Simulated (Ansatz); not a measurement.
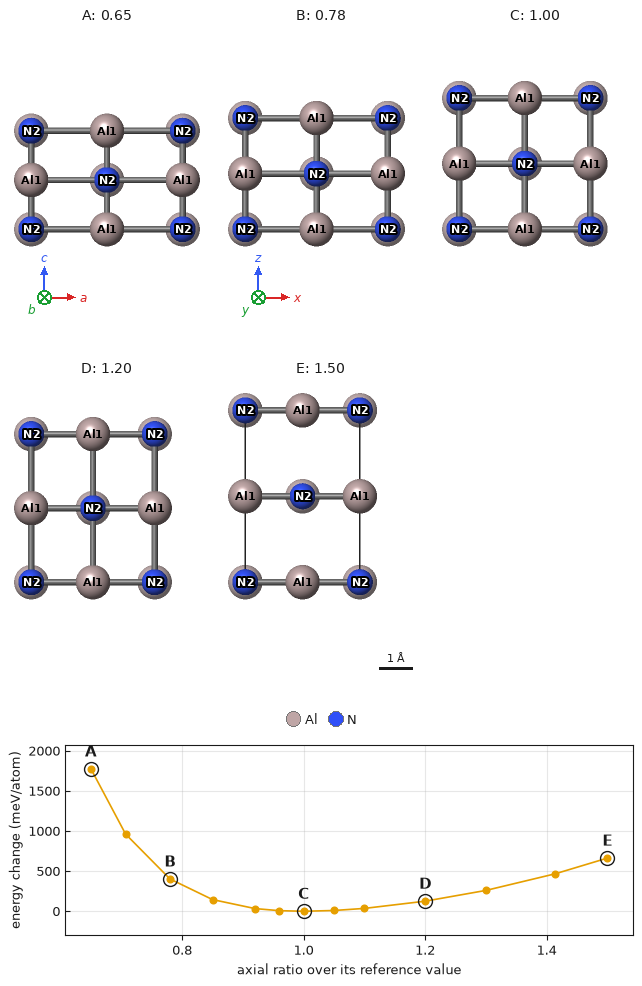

Crystalline AlN (Fm-3m): the ratio of the cell's length along z to its lengths across, counted as 1 for the reference, is changed at fixed volume (a tetragonal or Bain path), with the atoms kept at their fractional coordinates. x, y and z are the Cartesian axes of the input. The lettered frames are marked on the plot. Style: ball-and-stick. Shown: the conventional cell (4 times the calculation's cell), along the b axis. Lengths and directions refer to the drawn axes.

Computed with Ansatz, DFT r2SCAN, scalar-relativistic, plane waves, PAW. Settings: plane-wave cutoff 500 eV; k-point mesh 10 × 10 × 10; occupations gaussian; smearing width 0.05 eV; no spin polarisation. Energies (free energies at the smearing named) are counted from the cell as listed in its source, which wasn't relaxed.

Question: What does the scan show?

Answer: The lowest computed point lies at the relative ratio 1.00 (0 meV/atom). The unrelaxed reference is under a pressure of −6.1 GPa. The distortion takes the space group from Fm-3m to I4/mmm. At the relative ratio 1.50 the cell of the drawing goes a 4.069 → 3.555 Å, b 4.069 → 3.555 Å, c 4.069 → 5.332 Å.
